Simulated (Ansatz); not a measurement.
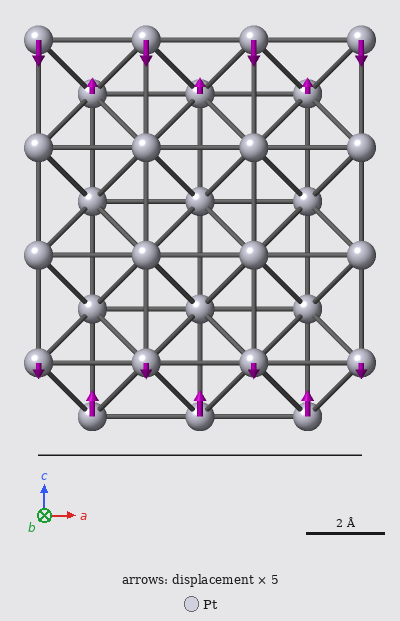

A relaxation of a slab of composition Pt (cut from the Fm-3m phase). The starting structure is drawn; purple arrows show the displacements, 5 times their true length.

The picture is a ball-and-stick view of the 3 × 2 repeat of the cell, outlined in the plane, without the vacuum, seen along the b axis.

Case: (1 1 0) slab, atoms relaxed. The slab is the (1 1 0) face of Pt.

The calculation used DFT r2SCAN, scalar-relativistic, plane waves, PAW in Ansatz 0.2.0. Set-up: plane-wave cutoff 500 eV; k-point mesh 12 × 9 × 1; occupations gaussian; smearing width 0.1 eV; no spin polarisation; dipole correction; atoms relaxed in a fixed cell; force threshold 0.02 eV/Å; at most 60 steps.

### What happened in the run?

The largest moves relative to the layer's centre, 0.14 Å, are those of Pt atoms. The cell doesn't change. Near-neighbour distances that change, for instance: Pt–Pt 2.786 → 2.670 Å, Pt–Pt 2.786 → 2.877 Å, Pt–Pt 2.786 → 2.843 Å, Pt–Pt 2.786 → 2.756 Å. After 3 accepted moves (4 points after the start) the energy has fallen by 0.221 eV per cell of the calculation. The largest force component goes from 0.97 to 0.0061 eV/Å. 1 step only repeated the SCF at the same geometry. Cost: 10 min on 2 threads of Arm Neoverse V1, with other jobs on the host, peak memory 1.8 GiB.
